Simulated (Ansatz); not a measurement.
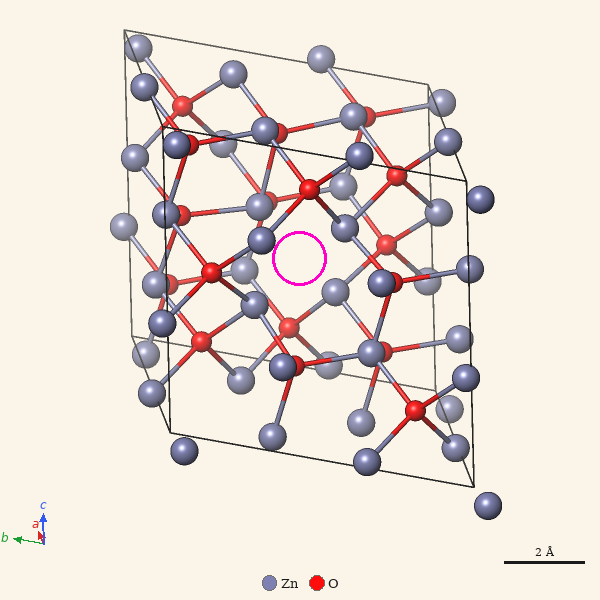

A ball-and-stick rendering, viewed from a general direction. Atoms at the boundary of the supercell (the box) are drawn once for each face, edge or corner they touch. The host is ZnO, in a cell of 36 sites, and the cell is neutral. A ring marks the defect's site.

### What kind of defect was put in?

An oxygen vacancy. Around the empty site lie four Zn at about 1.8 Å.

Theory: DFT PBE, scalar-relativistic, plane waves, PAW in Ansatz 0.2.0. Numerical settings: wavefunction cutoff 420 eV, Brillouin-zone sampling on a 2×2×2 mesh, Gaussian smearing of 0.02 eV, collinear spins.

### Is the defect magnetic?

No net moment.

The atoms were relaxed in the host's cell with Ansatz 0.2.0, DFT PBE, scalar-relativistic, plane waves, PAW.
